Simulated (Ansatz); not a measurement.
**How much does Ir in Au(111), 2x2 scatter?**

Wanted: the reflection from a plane of defects, Ir in Au(111), 2x2, and the resistivity it implies.

Method: Ansatz plane-wave DFT, PBE, PAW files; ballistic transport by layer matching (Landauer), zero bias; PAW set soft_1, in the first sound run; inputs show where later runs differ, in Ansatz 0.2.0.

## (1) The starting structure

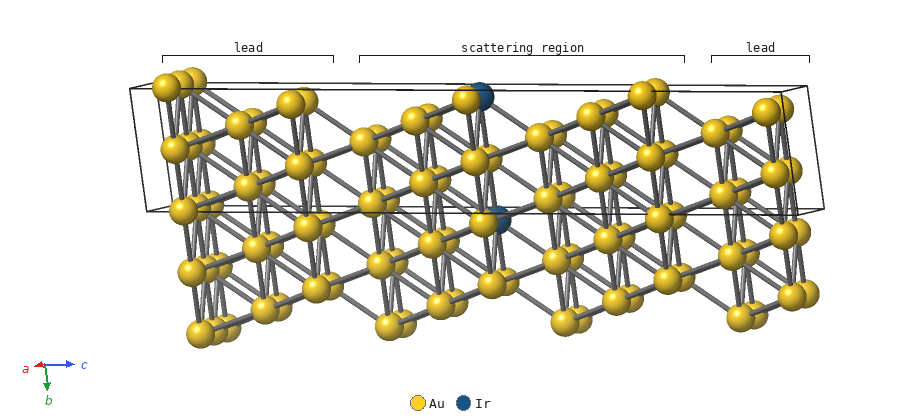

The cell as given, from the side, with the c axis across the page (gold yellow, iridium blue). 1×2×1 cells are drawn. Some periodic images of atoms are drawn too.

The cell holds 44 atoms: 43 Au and 1 Ir. Cell: a = 5.768 Å, b = 5.768 Å, c = 25.954 Å, α = 86.8°, β = 93.2°, γ = 120.0°. It derives from Au. Regions: lead, 24 atoms (24 Au); scattering region, 20 atoms (19 Au and 1 Ir). The structure is stacked along c, and the current runs across the ab planes.

## (2) Transmission at ideal sites

The defect sits in one plane of the supercell, all atoms on ideal sites; the layers about the cell's end are the lead. The mesh across the current, 12×12, is finer than the density's, because channels open and close sharply across the zone. Energies from -0.1 to 0.1 eV in steps of 0.05 eV are too few for the program's thermal sum, so it prints no conductance; for a metal the transmission near the Fermi level serves, at a fraction of the cost.

File input.yaml:

```yaml
crystal:
  lattice:
    - [5.7675164607, 0.0, 0.0]
    - [-2.8837582304, 4.9948157718, 0.0]
    - [-1.4418791152, 0.8324692953, 25.9003660885]
  atoms:
    - { symbol: Au, position: [0.0075757576, 0.9924242424, 0.0454545455] }
    - { symbol: Au, position: [0.0075757576, 0.4924242424, 0.0454545455] }
    - { symbol: Au, position: [0.5075757576, 0.9924242424, 0.0454545455] }
    - { symbol: Au, position: [0.5075757576, 0.4924242424, 0.0454545455] }
    - { symbol: Au, position: [0.1893939394, 0.3106060606, 0.1363636364] }
    - { symbol: Au, position: [0.1893939394, 0.8106060606, 0.1363636364] }
    - { symbol: Au, position: [0.6893939394, 0.3106060606, 0.1363636364] }
    - { symbol: Au, position: [0.6893939394, 0.8106060606, 0.1363636364] }
    - { symbol: Au, position: [0.3712121212, 0.1287878788, 0.2272727273] }
    - { symbol: Au, position: [0.3712121212, 0.6287878788, 0.2272727273] }
    - { symbol: Au, position: [0.8712121212, 0.1287878788, 0.2272727273] }
    - { symbol: Au, position: [0.8712121212, 0.6287878788, 0.2272727273] }
    - { symbol: Au, position: [0.053030303, 0.946969697, 0.3181818182] }
    - { symbol: Au, position: [0.053030303, 0.446969697, 0.3181818182] }
    - { symbol: Au, position: [0.553030303, 0.946969697, 0.3181818182] }
    - { symbol: Au, position: [0.553030303, 0.446969697, 0.3181818182] }
    - { symbol: Au, position: [0.2348484848, 0.2651515152, 0.4090909091] }
    - { symbol: Au, position: [0.2348484848, 0.7651515152, 0.4090909091] }
    - { symbol: Au, position: [0.7348484848, 0.2651515152, 0.4090909091] }
    - { symbol: Au, position: [0.7348484848, 0.7651515152, 0.4090909091] }
    - { symbol: Ir, position: [0.4166666667, 0.0833333333, 0.5] }
    - { symbol: Au, position: [0.4166666667, 0.5833333333, 0.5] }
    - { symbol: Au, position: [0.9166666667, 0.0833333333, 0.5] }
    - { symbol: Au, position: [0.9166666667, 0.5833333333, 0.5] }
    - { symbol: Au, position: [0.0984848485, 0.9015151515, 0.5909090909] }
    - { symbol: Au, position: [0.0984848485, 0.4015151515, 0.5909090909] }
    - { symbol: Au, position: [0.5984848485, 0.9015151515, 0.5909090909] }
    - { symbol: Au, position: [0.5984848485, 0.4015151515, 0.5909090909] }
    - { symbol: Au, position: [0.2803030303, 0.2196969697, 0.6818181818] }
    - { symbol: Au, position: [0.2803030303, 0.7196969697, 0.6818181818] }
    - { symbol: Au, position: [0.7803030303, 0.2196969697, 0.6818181818] }
    - { symbol: Au, position: [0.7803030303, 0.7196969697, 0.6818181818] }
    - { symbol: Au, position: [0.4621212121, 0.0378787879, 0.7727272727] }
    - { symbol: Au, position: [0.4621212121, 0.5378787879, 0.7727272727] }
    - { symbol: Au, position: [0.9621212121, 0.0378787879, 0.7727272727] }
    - { symbol: Au, position: [0.9621212121, 0.5378787879, 0.7727272727] }
    - { symbol: Au, position: [0.1439393939, 0.8560606061, 0.8636363636] }
    - { symbol: Au, position: [0.1439393939, 0.3560606061, 0.8636363636] }
    - { symbol: Au, position: [0.6439393939, 0.8560606061, 0.8636363636] }
    - { symbol: Au, position: [0.6439393939, 0.3560606061, 0.8636363636] }
    - { symbol: Au, position: [0.3257575758, 0.1742424242, 0.9545454545] }
    - { symbol: Au, position: [0.3257575758, 0.6742424242, 0.9545454545] }
    - { symbol: Au, position: [0.8257575758, 0.1742424242, 0.9545454545] }
    - { symbol: Au, position: [0.8257575758, 0.6742424242, 0.9545454545] }
kpoints:
  mp_grid: { grid: [5, 5, 1] }
hamiltonian:
  xc: pbe
  pseudopotentials: { kind: paw, azcp: { folder: soft_1 } }
scf:
  occupations: { method: fermi_dirac, width: 0.1 }
output:
  transmission: { leads: [[0, 4]], kmesh: [12, 12], e_range: [-0.1, 0.1], de: 0.05 }
  write_potential: true
  write_density: true
  volumetric_format: npy
  elf: true
```

Command:

```console
$ ansatz run input.yaml --threads 4 --pin off --max-ram 15360MiB --backend cpu --events-out ev --progress --plain --runs-dir out
```

Numbers of over 12 decimals in the logs are rounded to 6 here.

Output:

```text
Engine: ansatz 0.2.0, aarch64-unknown-linux-gnu
Pseudopotentials: kind: paw
Pseudopotential: Au, paw, valence charge 19, recommended cutoff 420 eV (normal), soft_1/Au.paw.azcp
Pseudopotential: Ir, paw, valence charge 17, recommended cutoff 420 eV (normal), soft_1/Ir.paw.azcp
Functional definition: PBE
  parameter kappa = 0.804
  parameter beta = 0.066725
  exchange = pbe_x(kappa = kappa, mu = beta*pi^2/3)
  correlation = pbe_c(beta = beta)
Crystal: 44 atoms, lattice volume = 746.130 Å³
Basis set: ecut = 420 eV, 14649 PW (Γ)
Bands: 501, of which v1, the nominal top of the filled ones, is band 417 counted from 1 (416 counted from 0)
Symmetry: 4 space group operations
Space group: C2/m (ITA 12), of the structure as read, at distance tolerance 9.1e-5 Å
k-points: 9 of 25
Non-local potential: Au, projectors of the file, l = 0: 3, l = 1: 2, l = 2: 2, l = 3: 1
Non-local potential: Ir, projectors of the file, l = 0: 3, l = 1: 2, l = 2: 2, l = 3: 1
PAW form: soft (Blöchl's): semilocal exchange-correlation on the pseudo side does not see the compensation charge
PAW one-centre angular grid: Au, 590 points (default); XC on 64 Gauss nodes
PAW one-centre angular grid: Ir, 590 points (default); XC on 64 Gauss nodes
Initial density: superposition of atomic densities (chi_scale 0.1, normalization cell, long waves 61 % of neutral atoms (reshape's long-wave potential 1.61 eV rms, cloud 2.77 Å wide))
Initial wavefunctions: pseudopotential atomic-orbital guess
Functional: x = pbe(κ = 0.804, μ = 0.219515), c = pbe(β = 0.066725)
SCF iter   1: F=—  HF=-577463.682038 eV  |F-HF|=—  |Δ(HF+E_count)|=         —  Δρ=8.88e-2  dr2=4.39e2  ethr=3.10e-3  ⟨swp⟩=4.1  Hψ=13460  notcnv=0  defer=127
preconditioner: auto → Kerker (q_TF=auto, 2.779 Å⁻¹)  [metal: Δε(μ)=0.066 eV  Ē_g=10.089 eV  σ=0.100 eV  W_gap=0.16  n_scr=292 (ndim 8)  ℏωp=29.8 eV  f_vac=0.000  D(μ)=11.86/eV (n_scr^D=68)]
SCF iter   2: F=—  HF=-577442.323714 eV  |F-HF|=—  |Δ(HF+E_count)|=    2.14e1  Δρ=3.73e-2  dr2=1.86e2  ethr=3.10e-3  ⟨swp⟩=2.1  Hψ=7632  notcnv=0  defer=514
SCF iter   3: F=—  HF=-577439.228568 eV  |F-HF|=—  |Δ(HF+E_count)|=    3.10e0  Δρ=4.92e-2  dr2=4.41e1  ethr=3.10e-3  ⟨swp⟩=2.1  Hψ=6102  notcnv=0  defer=531
SCF iter   4: F=—  HF=-577437.142293 eV  |F-HF|=—  |Δ(HF+E_count)|=    2.09e0  Δρ=1.24e-2  dr2=3.53e1  ethr=3.10e-3  ⟨swp⟩=2.0  Hψ=7604  notcnv=0  defer=526
SCF iter   5: F=—  HF=-577437.192437 eV  |F-HF|=—  |Δ(HF+E_count)|=   5.01e-2  Δρ=1.42e-2  dr2=2.84e1  ethr=3.10e-3  ⟨swp⟩=1.0  Hψ=5193  notcnv=0  defer=527
SCF iter   6: F=—  HF=-577436.970291 eV  |F-HF|=—  |Δ(HF+E_count)|=   2.22e-1  Δρ=1.38e-2  dr2=1.55e1  ethr=3.10e-3  ⟨swp⟩=1.0  Hψ=3967  notcnv=0  defer=527
SCF iter   7: F=—  HF=-577436.596829 eV  |F-HF|=—  |Δ(HF+E_count)|=   3.73e-1  Δρ=7.74e-3  dr2=4.87e0  ethr=1.86e-3  ⟨swp⟩=1.0  Hψ=3967  notcnv=0  defer=528
SCF iter   8: F=—  HF=-577436.508413 eV  |F-HF|=—  |Δ(HF+E_count)|=   8.84e-2  Δρ=5.23e-3  dr2=2.33e0  ethr=5.84e-4  ⟨swp⟩=1.0  Hψ=5193  notcnv=0  defer=537
SCF iter   9: F=—  HF=-577436.445106 eV  |F-HF|=—  |Δ(HF+E_count)|=   6.33e-2  Δρ=1.20e-3  dr2=3.82e-2  ethr=2.79e-4  ⟨swp⟩=2.0  Hψ=4020  notcnv=0  defer=537
SCF iter  10: F=—  HF=-577436.444229 eV  |F-HF|=—  |Δ(HF+E_count)|=   8.77e-4  Δρ=4.90e-4  dr2=4.23e-3  ethr=4.58e-6  ⟨swp⟩=2.0  Hψ=7343  notcnv=0  defer=538
SCF iter  11: F=—  HF=-577436.444593 eV  |F-HF|=—  |Δ(HF+E_count)|=   3.64e-4  Δρ=5.76e-4  dr2=3.60e-2  ethr=5.07e-7  ⟨swp⟩=2.0  Hψ=7366  notcnv=0  defer=538  recentre
SCF iter  12: F=—  HF=-577436.443784 eV  |F-HF|=—  |Δ(HF+E_count)|=   8.09e-4  Δρ=1.38e-4  dr2=8.74e-4  ethr=5.07e-7  ⟨swp⟩=2.0  Hψ=4801  notcnv=0  defer=538
SCF iter  13: F=—  HF=-577436.443807 eV  |F-HF|=—  |Δ(HF+E_count)|=   2.25e-5  Δρ=1.18e-4  dr2=6.76e-4  ethr=1.05e-7  ⟨swp⟩=2.0  Hψ=4349  notcnv=0  defer=538
SCF iter  14: F=—  HF=-577436.443768 eV  |F-HF|=—  |Δ(HF+E_count)|=   3.90e-5  Δρ=5.00e-5  dr2=1.17e-4  ethr=8.11e-8  ⟨swp⟩=1.7  Hψ=3972  notcnv=0  defer=538
SCF iter  15: F=—  HF=-577436.443747 eV  |F-HF|=—  |Δ(HF+E_count)|=   2.06e-5  Δρ=3.81e-6  dr2=9.21e-7  ethr=1.40e-8  ⟨swp⟩=2.0  Hψ=4023  notcnv=0  defer=538
SCF iter  16: F=—  HF=-577436.444645 eV  |F-HF|=—  |Δ(HF+E_count)|=   8.98e-4  Δρ=1.44e-6  dr2=1.76e-7  ethr=1.10e-10  ⟨swp⟩=1.9  Hψ=4361  notcnv=0  defer=538
SCF iter  17: F=-577436.444645 eV  HF=-577436.444645 eV  |F-HF|=6.98e-9  |Δ(HF+E_count)|=   6.05e-9  Δρ=2.67e-7  dr2=7.37e-9  ethr=1.20e-11  ⟨swp⟩=10.4  Hψ=18049  notcnv=0
SCF 1 converged in 17 iterations: F = -577436.444645 eV  dr2 = 7.37e-9
  greatest PAW one-centre occupation: 1.000 electrons in one spin orbital (limit 2), on the Au atom at site 23 (counted from 0), in its partial waves of l = 0
transmission: 171 of 1677 steps passed
transmission: 339 of 1677 steps passed
[...]
transmission: 1677 of 1677 steps passed
SCF converged after 17 iterations
Free energy (F): -577436.444645 eV
Harris-Foulkes:  -577436.444645 eV  (|F-HF|=6.98e-9)
Internal energy: -577435.865447 eV  (E = F + TS)
E sigma→0 (E₀):  -577436.155046 eV
Entropy (-TS):   -0.579198 eV (-13.164 meV/atom)
Fermi energy:    20.664321 eV
--- Per-component energies (eV) ---
  E_band       = -9017.597563
  E_kinetic    = 25409.940081
  E_local      = -74157.593349  (includes V_loc(G=0)·N_el)
  E_nonlocal   = 4404.670031
  E_hartree    = 32075.414607
  E_xc         = -9497.979495
  E_vxc        = -11513.917791  (∫ρ·V_xc dr)
  E_paw        = -427723.263773  (= ΣΔE_a)
  E_vpaw       = -17311.601166  (= ΣTr[D̂ρ^β])
  E_aug_tail   = 0.073705  (compensation charges beyond the density's cutoff)
  E_ewald      = -127947.127255
  E_smearing   = -0.579198  (= −TS)
  E_closure    = -0.000000  (closes the sum)
  Σ components = -577436.444645   (vs F -577436.444645, Δ=0.00e0)
--- Band table (eV; the first three rows and the last of 9) ---
  k-point 0: bands = [... 413 lower, 20.7461, 20.7499, 21.1379, 21.2057, 21.4569, 21.4727, 21.5184, 21.5263, ... 80 higher]
  k-point 1: bands = [... 413 lower, 20.4340, 20.5205, 20.5755, 20.6440, 20.7090, 20.7659, 20.8676, 20.9486, ... 80 higher]
  k-point 2: bands = [... 413 lower, 20.4656, 20.4674, 20.4749, 20.5563, 20.6736, 20.7334, 20.9917, 21.1197, ... 80 higher]
  k-point 8: bands = [... 413 lower, 20.4469, 20.4494, 20.4768, 20.5531, 20.7199, 20.7502, 20.8716, 20.9021, ... 80 higher]
--- Transmission ---
  basis      : 253 plane waves across, 39 finite elements along
  points     : 43, standing for a mesh of 12 x 12
  energies   : 5 from -0.100000 to 0.100000 eV about the Fermi level, 0.050000 eV apart; the leads are filled to 0.000000 eV, and channels, transmission and decay are at 0.000000 eV
  crystal 0  : Au4, at the sites [0, 4], period 2.3546 Å, over 23.55 Å; its Hamiltonian steps by up to 7.2 meV
    offset         : up to 0.0000 Å between an atom of the period and one for which it stands
    channels       : 3.187500e0 a spin
    conductance    : none, the energies end too early or step too widely for 300 K: set another output.transmission.e_range or a lower de, or, where they end at an eighth of basis.ecutwfc, a higher one
  junction   : crystal 0 to crystal 0, 0.70 to 24.24 Å
    transmission   : 2.592941e0 a spin
    conductance    : none, the energies end too early or step too widely for 300 K: set another output.transmission.e_range or a lower de, or, where they end at an eighth of basis.ecutwfc, a higher one
```

It took 10 min on 4 threads of Arm Neoverse V1, shared host; peak memory 6.5 GiB; 38 min of CPU time.

Numbers from this step:

* free energy: -577436.4446 eV
* energy at zero smearing: -577436.1550 eV
* Fermi energy: 20.66 eV
* cell area: 28.81 Å²
* transmission per spin nearest the Fermi level: 2.593
* open channels per spin nearest the Fermi level: 3.188
* step of the lead's potential: 7.2 meV

Per spin. Transmission, zone mean against energy, zero at the Fermi level:

| energy (eV) | transmission, zone mean |
| --- | --- |
| -0.1000 | 2.43 |
| -0.0500 | 2.51 |
| 0.0000 | 2.59 |
| 0.0500 | 2.63 |
| 0.1000 | 2.66 |

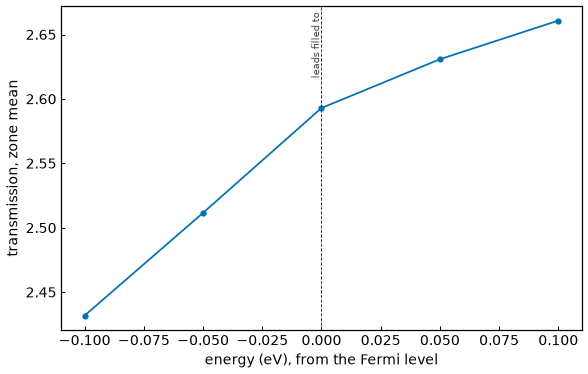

Transmission, zone mean against energy.

Per spin. The open channels, zone mean, lead by energy, zero at the Fermi level:

| energy (eV) | open channels, zone mean, lead |
| --- | --- |
| -0.1000 | 3.19 |
| -0.0500 | 3.19 |
| 0.0000 | 3.19 |
| 0.0500 | 3.19 |
| 0.1000 | 3.15 |

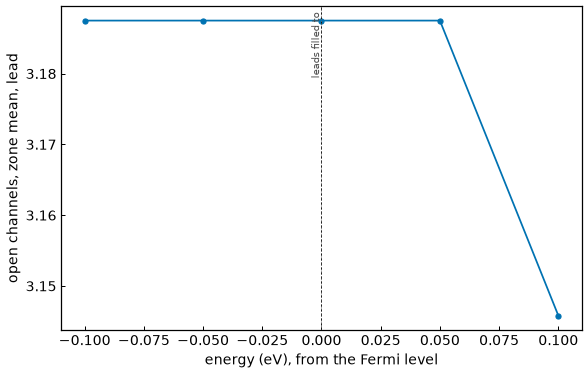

Open channels, zone mean, lead, plotted against energy.

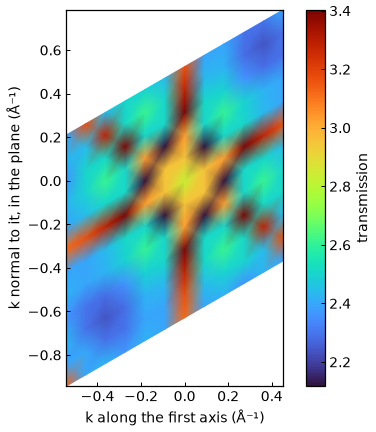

Transmission over k1 and k2. At 0.0000 eV from the Fermi level.

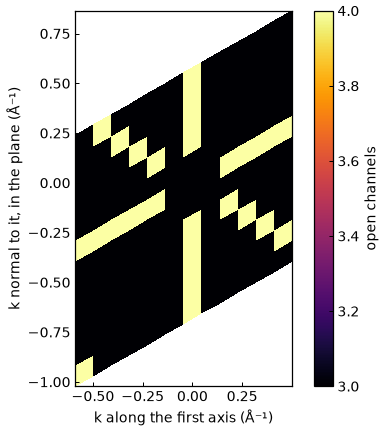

Open channels over k1 and k2. At 0.0000 eV from the Fermi level.

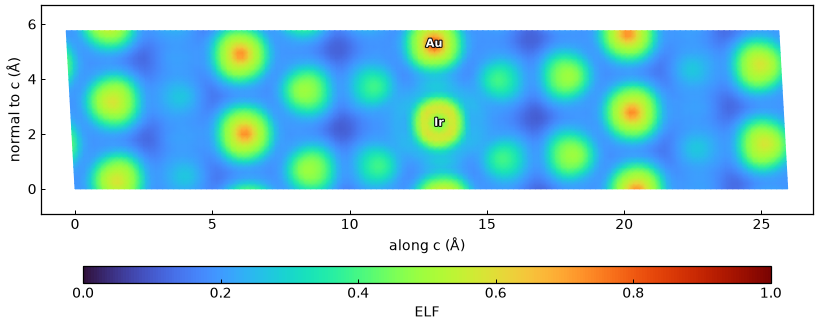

ELF in the ca plane at fractional y = 0.083, with atoms of Ir and Au within 0.2 Å of it. It is the smooth field of the valence electrons, not physical close to the nuclei.

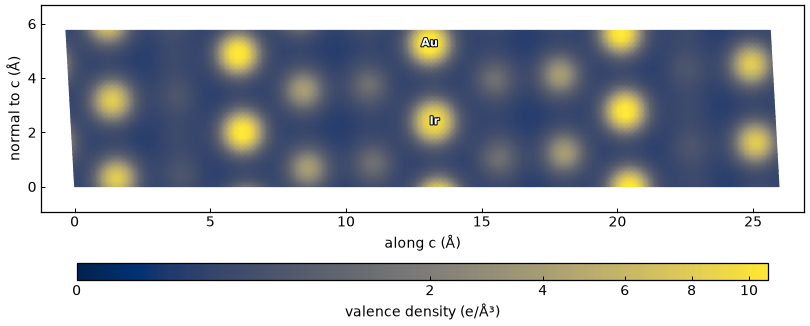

Valence density in the ca plane at fractional y = 0.083, with atoms of Ir and Au within 0.2 Å of it. It is the smooth field of the valence electrons, not physical close to the nuclei. The colour scale is stretched toward low values.

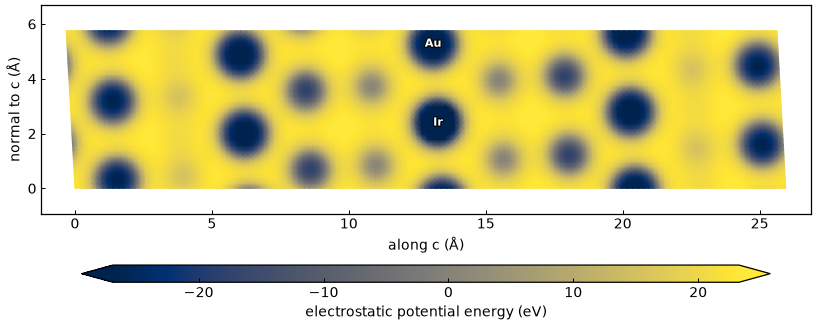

Electrostatic potential energy in the ca plane at fractional y = 0.083, with atoms of Ir and Au within 0.2 Å of it. With pseudopotentials it is smooth inside the atoms' cores, unlike the true potential.

Over the solved energies the transmission per spin lies between 2.43 and 2.66, out of 3.18 channels of the lead on average (up to 3.19).

## (3) Resistance at ideal sites

This step: Ansatz plane-wave DFT, PBE, PAW files; ballistic transport by layer matching (Landauer), zero bias; area resistance of the defect plane and resistivity an atomic per cent; PAW set soft_1 (Ansatz 0.2.0).

This step gave:

| Quantity | Value |
| --- | --- |
| area resistance | 0.2755 fΩ m² |
| T over the leads' mean channel count | 0.8089 |
| resistivity per at.% scaled from this dense plane, with the factor 3/4 for isotropic scattering | 3.511 µΩ cm |

Averaged over the energies near the Fermi level, 80.9 % of the channels pass, which makes 0.276 fΩ m².

By hand, with T and the leads' channels N averaged over the energies near the Fermi level: RA = A (h/2e²)(1/T − 1/N) = 28.81×10⁻²⁰ m² × 12 906 Ω × (1/2.578 − 1/3.188) = 0.276 fΩ m². Per atomic per cent: RA × A / V_atom × 0.01 × 3/4 = 3.51 µΩ cm, with the host's V_atom = 16.96 Å³.

[end of part 1 of 3]

[Logs are printed without paths, hosts, clocks, repeated set-up lines and the standing remarks that a program may print on its own settings, such as how far it seeks lower states.]

[Hosts, paths, dates, database ids (printed as entryN), source tags and the programs' standing remarks are cut or masked in the printed files.]
